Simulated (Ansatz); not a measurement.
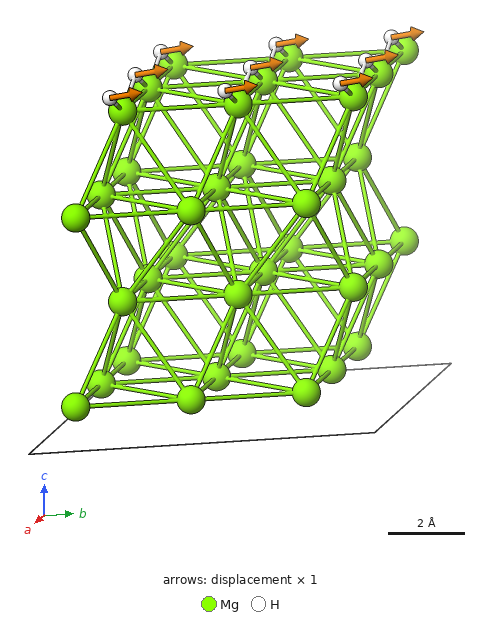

A constrained relaxation of a slab of composition Mg4H (cut from the P6_3/mmc phase). The starting structure is drawn; orange arrows show the displacements, at their true length.

The picture is a ball-and-stick view of the 3 × 3 repeat of the cell, outlined in the plane, without the vacuum, seen slightly off an axis.

Case: H put at a bridge Mg-Mg site. The slab is the (0 0 1) face of Mg with H on it. 2 atoms are held fixed.

Method: Ansatz, DFT PBEsol, scalar-relativistic, plane waves, PAW. (plane-wave cutoff 420 eV; k-point mesh 9 × 9 × 1; occupations gaussian; smearing width 0.1 eV; no spin polarisation; dipole correction; atoms relaxed in a fixed cell; force threshold 0.03 eV/Å; at most 70 steps)

Q: Atoms of which element are displaced furthest, and by how much?

A: Hydrogen: up to 0.91 Å, against 0.04 Å for magnesium.

Q: What did the optimiser do to the structure, and how much energy did it gain?

A: After 7 accepted moves (8 points after the start) the energy has fallen by 0.382 eV per cell of the calculation. The largest force component goes from 1.1 to 0.0082 eV/Å. 1 step only repeated the SCF at the same geometry. The atom that moves furthest is the H atom (0.91 Å at 78° to the normal (+c side)). By element the largest moves are H 0.91 Å, Mg 0.04 Å. The lattice vectors keep their values. Some distances before and after: H–Mg 2.839 → 2.033 Å, H–Mg 1.725 → 2.026 Å, Mg–Mg 3.118 → 3.150 Å, Mg–Mg 3.183 → 3.155 Å. Among the angles between lasting bonds that change: Mg–H–Mg 135.0° → 103.8°.

Limits of the set-up: the periodic images lie only 3.2 Å apart, so the values are limited by the cell's size.
